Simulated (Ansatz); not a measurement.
A series of calculations on ZrS$_{2}$ and related structures

## 1. Relaxation

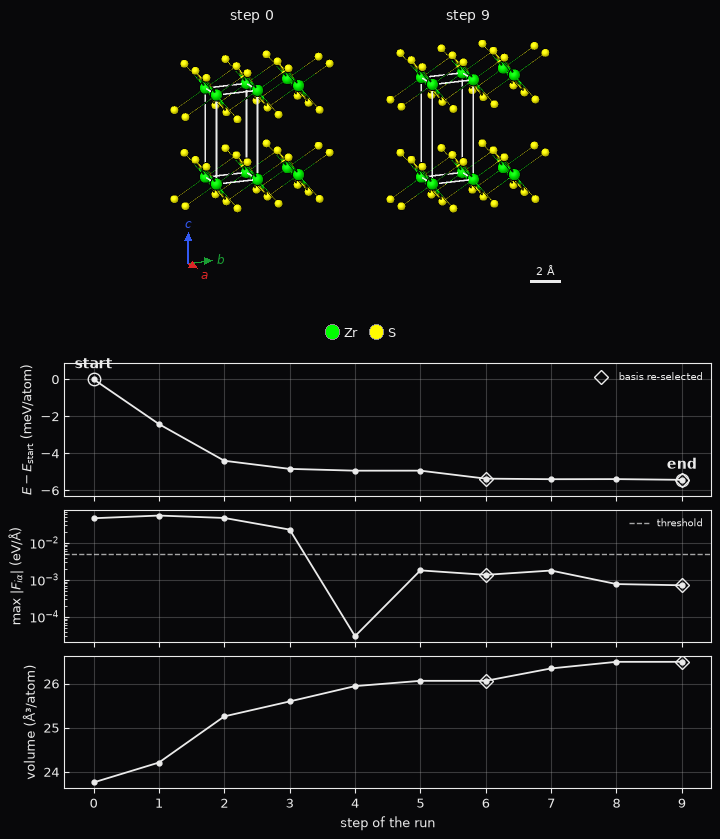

First and last geometry of a relaxation of solid ZrS$_{2}$ (set up in P-3m1), with the history of the run. The picture is a ball-and-stick view of the cell of the calculation, repeated 1 × 2 × 1 with one cell outlined, seen slightly off an axis.

Theory: DFT PBE, scalar-relativistic, plane waves, PAW in Ansatz. Set-up: plane-wave cutoff 420 eV; k-point mesh 12 × 12 × 6; occupations gaussian; smearing width 0.02 eV; no spin polarisation; cell and atoms relaxed; force threshold 0.005 eV/Å; at most 80 steps.

> What do the curves and the structures tell?

It converged. The largest moves relative to the cell, 0.16 Å, are those of S atoms. Zr stays in place. The drawn cell changes as follows: a = b 3.691 → 3.685 Å (−0.2 %), c 6.041 → 6.758 Å (+11.9 %); the volume changes by +11.5 %. The space group stays P-3m1 (No. 164). Over 7 accepted moves (9 points after the start) the energy falls by 5.4 meV per atom. Largest force component: 0.046 eV/Å at the start, 0.00071 eV/Å at the end. The pressure goes from 0.47 to 0.00 GPa. The SCF was repeated twice at an unchanged geometry on a basis and grid sized afresh for the cell, which shifted the energy by 0.4 meV per atom at most.

Limits of the set-up: layers or molecules are held without a dispersion correction, so their spacing is unreliable.

## 2. Relaxation

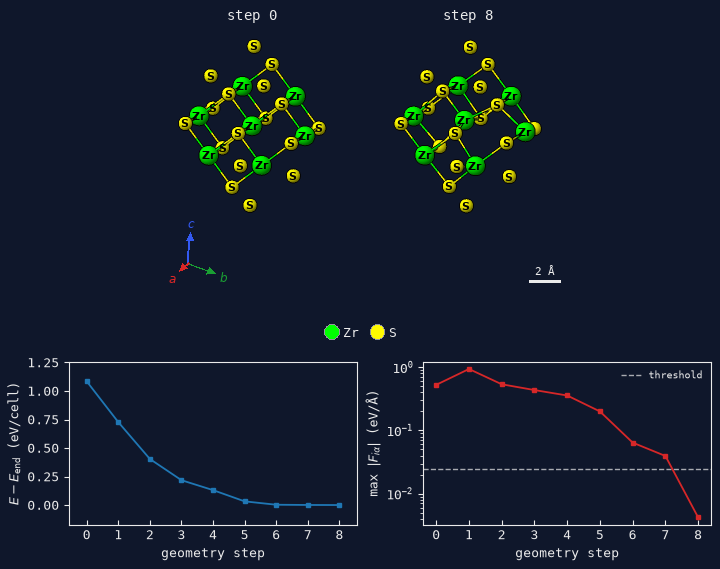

First and last geometry of a relaxation of a defect cell of composition Zr$_{16}$S$_{31}$, with the history of the run. A ball-and-stick model of the atoms within 5.8 Å of the atom that moves most (axes of the cell of the calculation (origin shifted)), seen slightly off an axis.

Case: S vacancy (site d), charge +0, atoms relaxed at the host's cell.

All numbers below come from DFT PBE, scalar-relativistic, plane waves, PAW in Ansatz. Settings: plane-wave cutoff 420 eV; k-point mesh 2 × 2 × 2; occupations gaussian; smearing width 0.01 eV; mesh shifted by (0.5, 0.5, 0.5); no spin polarisation; atoms relaxed in a fixed cell; force threshold 0.025 eV/Å; at most 45 steps.

Read the history and describe the run.

Answer. It converged. The largest move is that of a Zr atom, 0.43 Å along [0 −1 1]. By element the largest moves are Zr 0.43 Å, S 0.23 Å. The cell doesn't change. Near-neighbour distances that change, for instance: S–Zr 2.574 → 2.377 Å, S–Zr 2.574 → 2.675 Å, S–Zr 2.574 → 2.520 Å, S–Zr 2.574 → 2.613 Å. Bond angles that change, for instance: Zr–S–Zr 91.4° → 112.4°, S–Zr–S 180.0° → 160.1°, S–Zr–S 91.4° → 102.9°. Over 8 geometry steps the energy falls by 1.084 eV per cell of the calculation. Largest force component: 0.53 eV/Å at the start, 0.0042 eV/Å at the end.

## 3. Series

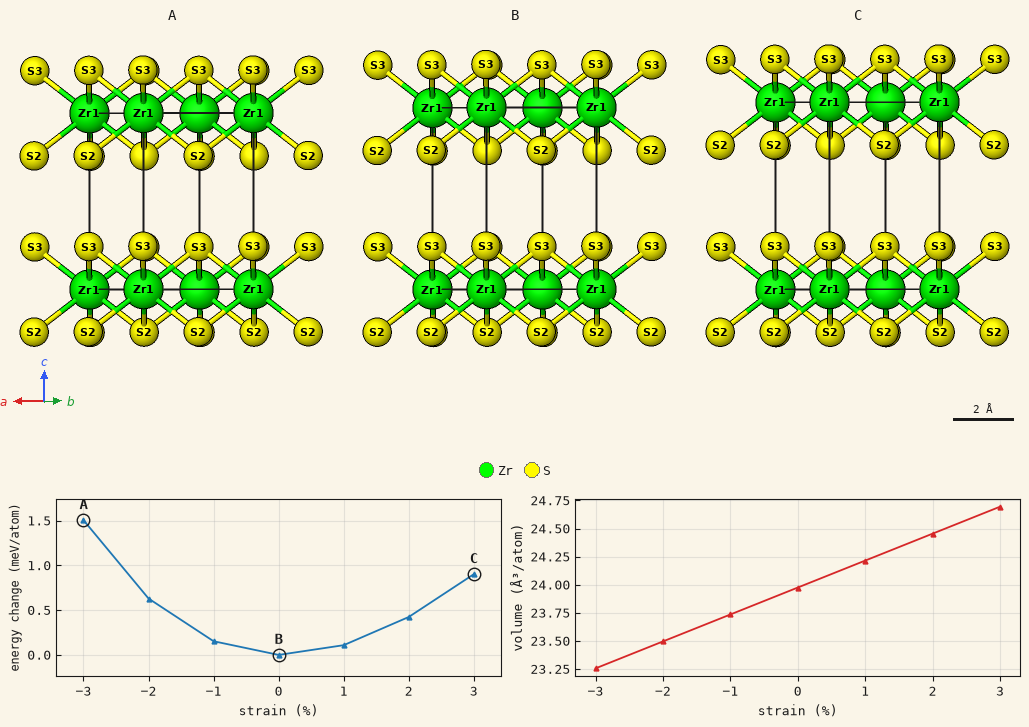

Members of a series of calculations on a crystal of ZrS2 (set up in P-3m1), marked on the first curve. Style: ball-and-stick. Shown: the cell of the calculation, from a free direction.

These are results of DFT r2SCAN, scalar-relativistic, plane waves, PAW (Ansatz 0.2.0), not measurements. Settings: plane-wave cutoff 500 eV; k-point mesh 12 × 12 × 6; occupations gaussian; smearing width 0.02 eV; no spin polarisation.

Which kind of strain is it, and how does the structure respond?

Answer. Strain along c alone, the other axes held, atoms relaxed. A (strain −3.0 %): energy change 1.5 meV/atom, volume 23.26 Å³ per atom. B (strain 0.0 %): energy change 0.0 meV/atom, volume 23.98 Å³ per atom. C (strain 3.0 %): energy change 0.9 meV/atom, volume 24.69 Å³ per atom. The rest compares A with C. Cell: a = b unchanged at 3.691 Å, c 5.913 → 6.279 Å (+6.2 %). Volume +6.2 %. 

Limits of the set-up: layers or molecules are held without a dispersion correction, so their spacing is unreliable.
